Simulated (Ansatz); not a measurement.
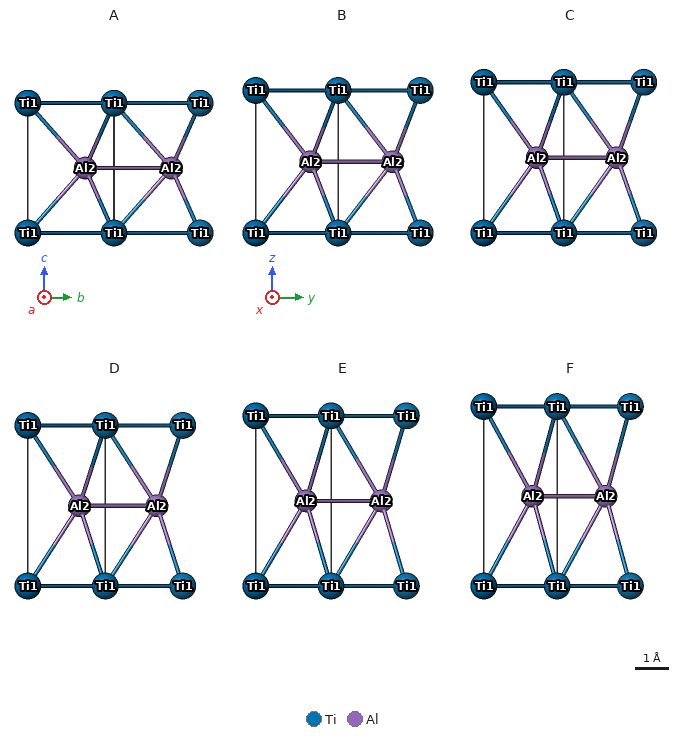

A scan of a crystal of TiAl (P-6m2) along one coordinate. x, y and z are the Cartesian axes of the input. A ball-and-stick model of the cell of the calculation, repeated 2 × 2 × 1 with one cell outlined, seen along the a axis.

All numbers below come from DFT PBEsol, scalar-relativistic, plane waves, PAW (Ansatz 0.2.0). (plane-wave cutoff 420 eV; k-point mesh 21 × 21 × 12; occupations gaussian; smearing width 0.15 eV; no spin polarisation). Energies (free energies at the smearing named) are counted from the cell as listed in its source, which wasn't relaxed.

Question: Which coordinate changes from frame to frame?

Answer: The ratio of the cell's length along z to its lengths across, counted as 1 for the reference, is changed at fixed volume (a c/a path), with the atoms kept at their fractional coordinates. In the frames the relative ratio is 0.80 (A), 0.92 (B), 1.00 (C), 1.10 (D), 1.20 (E), 1.30 (F). Their energies are 179 meV/atom, 22 meV/atom, 0 meV/atom, 58 meV/atom, 206 meV/atom, 413 meV/atom.
